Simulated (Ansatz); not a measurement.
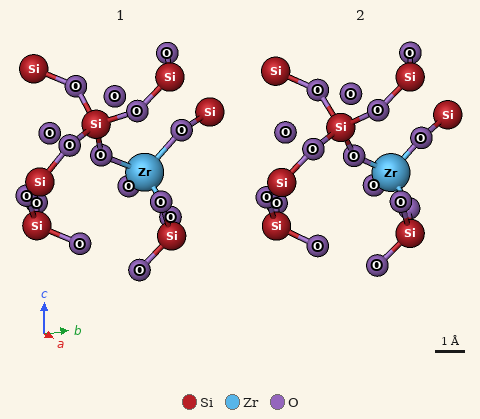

Two geometries of a defect cell of composition Si23ZrO48 (cell charge +1), drawn at one scale. One is the start of a relaxation, the other its converged end. The picture is a ball-and-stick view of the atoms within 4.2 Å of the atom that moves most (axes of the cell of the calculation, reduced to other axes (origin shifted)), seen slightly off an axis. Lengths and directions refer to the drawn axes.

These are results of DFT, PBEsol, PAW, plane waves in Ansatz, not measurements. (plane-wave cutoff 420 eV; k-point mesh 1 × 1 × 1; mesh shifted by (0.25, 0.25, 0.25); collinear spin; atoms relaxed in a fixed cell; force threshold 0.03 eV/Å; at most 80 steps)

**Which geometry has the lower energy?**

Structure 1 is the relaxed one. The atoms of the start lie slightly off their symmetric places, so part of the fall in energy undoes that. Over 7 geometry steps the energy falls by 11.281 eV per cell of the calculation. The largest force component goes from 16 to 0.012 eV/Å. The atom that moves furthest is an O atom (0.49 Å along [−1 −3 0]). By element the largest moves are O 0.49 Å, Si 0.30 Å, Zr 0.23 Å. The lattice vectors keep their values. Some distances before and after: O–Zr 1.585 → 1.942 Å, O–Zr 1.606 → 1.943 Å, O–Zr 1.630 → 1.936 Å, O–Si 1.670 → 1.613 Å. Bond angles that change, for instance: Si–O–Zr 145.4° → 133.1°, Si–O–Zr 145.2° → 133.8°, Si–O–Si 142.2° → 135.0°. The run took 14 s on 1 × NVIDIA GB200 with 8 threads of Arm Neoverse-V2, peak memory 1.9 GiB.

Limits of the set-up: the cell is charged, on a uniform background, and energies carry no finite-size correction.
